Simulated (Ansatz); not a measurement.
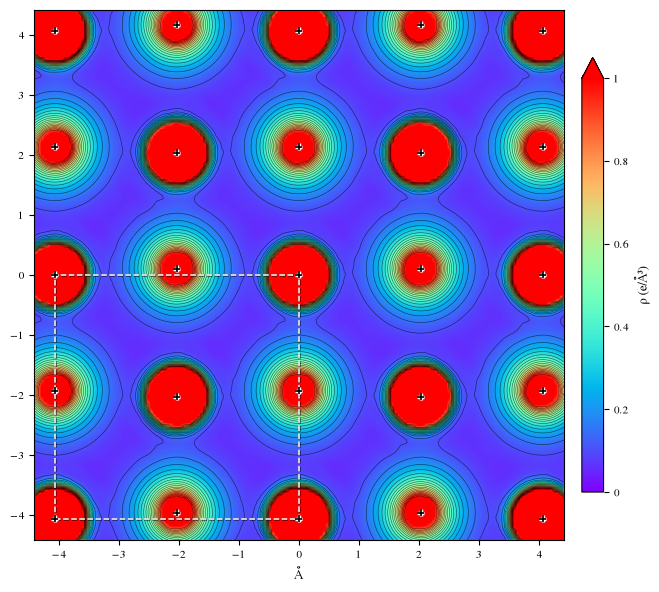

The valence pseudo-density on a plane through atoms (crosses mark nuclei in the plane).

All numbers below come from DFT PBE, scalar-relativistic, plane waves, PAW in Ansatz.

Candidates:
A. CsCl, a = 4.02 Å, b = 4.02 Å, c = 4.23 Å, α = 90.00°, β = 90.00°, γ = 90.00°. Space group P4/mmm; changed on purpose from its base cell (strain -0.025 along x and y, +0.025 along z, atoms carried along).
B. LiH, a = 2.87 Å, b = 4.07 Å, c = 2.87 Å, α = 90.00°, β = 90.00°, γ = 90.00°. Space group Imm2; changed on purpose from its base cell (atom 1 (Li) moved by (-0.100, -0.100) A along y and z).

Question: Which candidate gave the map?

Answer: Candidate B: LiH on the (101) plane of the conventional cell, which holds Li and H. Li–H (1.94 Å): ρ is about 0.14 e/Å³ halfway. Li–H (2.04 Å): ρ at the midpoint is about 0.12 e/Å³.
